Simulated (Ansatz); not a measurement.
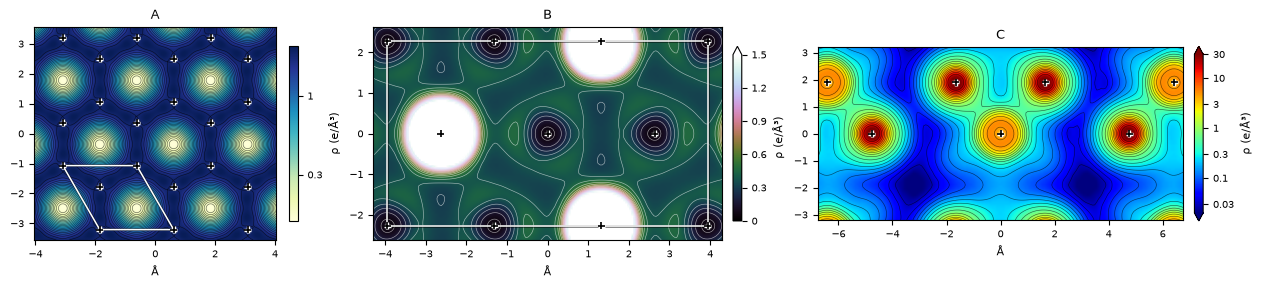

The valence electron density of 3 systems, each on a plane through atoms (crosses mark nuclei in the plane).

Computed with Ansatz, DFT, PBE, PAW with Ansatz's default frozen-core files, scalar-relativistic.

System 1: C, the (001) plane of the conventional cell. Space group R-3m.

```cif
data_structure
_symmetry_space_group_name_H-M 'P 1'
_symmetry_Int_Tables_number 1
_cell_length_a 2.4682
_cell_length_b 2.4682
_cell_length_c 33.5611
_cell_angle_alpha 90.000
_cell_angle_beta 90.000
_cell_angle_gamma 120.000
_cell_volume 177.06
loop_
_atom_site_label
_atom_site_type_symbol
_atom_site_fract_x
_atom_site_fract_y
_atom_site_fract_z
_atom_site_occupancy
C1 C 0.00000 0.00000 0.05000 1
C2 C 0.66667 0.33333 0.38333 1
C3 C 0.33333 0.66667 0.71667 1
C4 C 0.66667 0.33333 0.28333 1
C5 C 0.33333 0.66667 0.61667 1
C6 C 0.00000 0.00000 0.95000 1
C7 C 0.00000 0.00000 0.28300 1
C8 C 0.66667 0.33333 0.61633 1
C9 C 0.33333 0.66667 0.94967 1
C10 C 0.66667 0.33333 0.05033 1
C11 C 0.33333 0.66667 0.38367 1
C12 C 0.00000 0.00000 0.71700 1
```

System 2: WSe$_{2}$, the (110) plane of the conventional cell. Space group P6₃/mmc; changed on purpose from its base cell (zz strain of -1 %, PAW files); not relaxed (largest force 0.5 eV/Å); computed pressure about 5 GPa in this cell.

System 3: Si$_{2}$Mo, the (110) plane of the conventional cell. Space group I4/mmm; computed without spin polarisation.

```
Si Mo
1.0
     3.21063    0.00000    0.00000
     0.00000    3.21063    0.00000
     0.00000    0.00000    7.88712
Si Mo
4 2
Cartesian
  0.0000 0.0000 2.6264
  1.6053 1.6053 6.5700
  0.0000 0.0000 5.2607
  1.6053 1.6053 1.3171
  0.0000 0.0000 0.0000
  1.6053 1.6053 3.9436
```

Which map belongs to which system?

Panel A is system 1, C: the plane holds C. C–C (1.43 Å): the density is about 2 e/Å³ at the midpoint. Panel B is system 3, Si$_{2}$Mo: the plane holds Si and Mo. Si–Mo (2.62 Å): ρ is about 0.4 e/Å³ halfway. Panel C is system 2, WSe$_{2}$: the plane holds W and Se. W–Se (2.52 Å): the density is about 0.56 e/Å³ at the midpoint.
